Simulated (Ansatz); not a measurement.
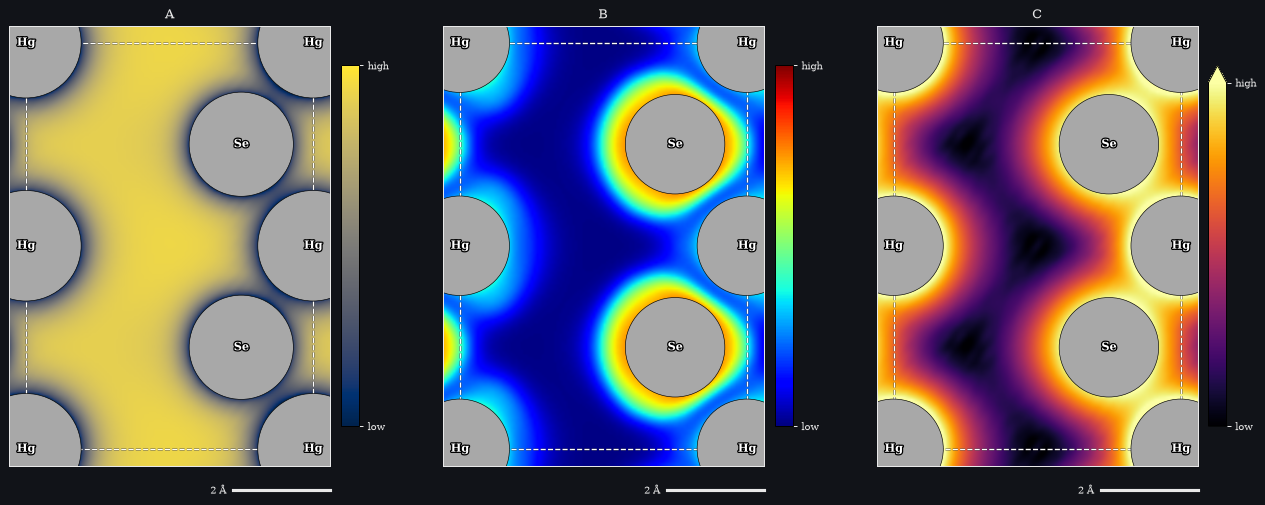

HgSe: 3 fields on the (110) plane of the conventional cell, with unlabelled colour scales. Grey discs cover the atomic cores.

Space group F-43m; computed pressure about 8 GPa in this cell.

All numbers below come from Kohn-Sham DFT of a periodic cell, HSE06, Ansatz PAW (Ansatz 0.2.0).

**The panels show electron localisation function, electrostatic potential energy of an electron and valence pseudo-density in some order. Assign them.**

Panel A: electrostatic potential energy of an electron (low next to the atoms, rising into the space between them). Panel B: electron localisation function. Panel C: valence pseudo-density. From the grid: Hg–Se (2.58 Å): the density is about 0.47 e/Å³ at the midpoint; the ELF is about 0.35 at the midpoint and 0.20 at its lowest between the atoms.
